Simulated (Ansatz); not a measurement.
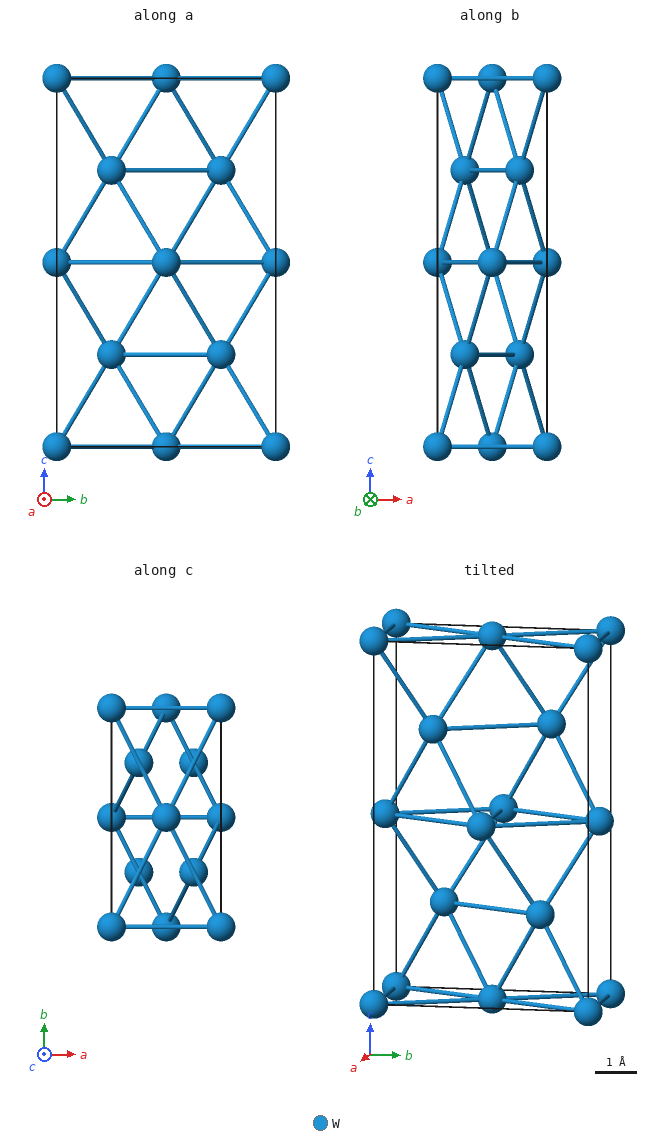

We look at a ball-and-stick model of the crystal along the a axis, along the b axis, along the c axis and slightly off an axis. The frame is the conventional unit cell; atoms at its boundary are shown with their periodic copies.

Lattice parameters: a = 2.707 Å, b = 5.414 Å, c = 9.110 Å, α = 90.00°, β = 90.00°, γ = 90.00°. Put a along x and b in the xy plane.

Question: Put the structure into a POSCAR file.

Answer:
```
W
1.0
     2.707    0.000    0.000
     0.000    5.414    0.000
     0.000    0.000    9.110
W
8
Direct
  0.2500 0.2500 0.2500
  0.5000 0.0000 0.5000
  0.2500 0.7500 0.7500
  0.5000 0.5000 0.0000
  0.7500 0.2500 0.7500
  0.0000 0.0000 0.0000
  0.7500 0.7500 0.2500
  0.0000 0.5000 0.5000
```

Starting structure: a structure type filled with this element by a generator (whether the element takes this form wasn't checked). This is the structure after a relaxation with DFT, RPBE, plane waves (420 eV) with PAW, scalar-relativistic in Ansatz.
